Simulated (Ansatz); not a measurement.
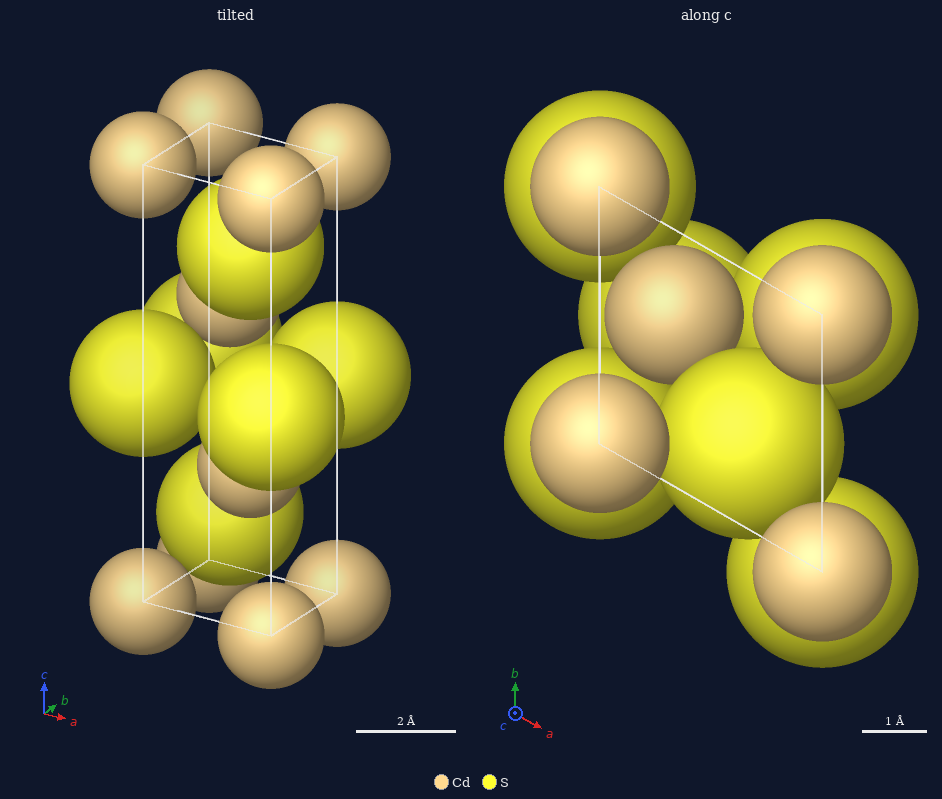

Structure drawing (space-filling), viewed slightly off an axis and along the c axis. The edges of the conventional unit cell are marked.

CdS, space group R-3m (No. 166), a = 4.015 Å, b = 4.015 Å, c = 9.115 Å, α = 90.00°, β = 90.00°, γ = 120.00°. The structure was taken from a structure type filled with these elements by a generator (whether the compound takes this form wasn't checked). The cell was then strained or its atoms displaced on purpose. It went into a calculation with Ansatz.

This one geometry was computed with Ansatz (DFT, plane waves, PAW) at three levels of theory: r2SCAN, PBE and HSE06. It was relaxed with r2SCAN and then strained.

Question: Which level gives the highest pressure at this volume, and what does that say about its equilibrium volume?

Answer: Highest: PBE (-1.6 GPa), which points to the largest equilibrium volume. Lowest, with the smallest volume: r2SCAN (-3.4 GPa) and HSE06 (-3.3 GPa). Levels within 0.5 GPa of each other can't be told apart.

Question: How does the band gap change with the level of theory?

Answer: PBE: a gap of 0.12 eV, indirect; r2SCAN: a gap of 0.60 eV, indirect; HSE06: a gap of 1.09 eV, indirect.

Question: Collect the results in a table.

Answer:
| level | cutoff (eV) | k-mesh of the run's cell | gap (eV) | pressure (GPa) |
| --- | --- | --- | --- | --- |
| r2SCAN | 500 | 8×8×8 | 0.60 | -3.4 |
| PBE | 420 | 8×8×8 | 0.12 | -1.6 |
| HSE06 | 420 | 6×6×6 | 1.09 | -3.3 |

Gaps are taken on the k-mesh or band path of each run.
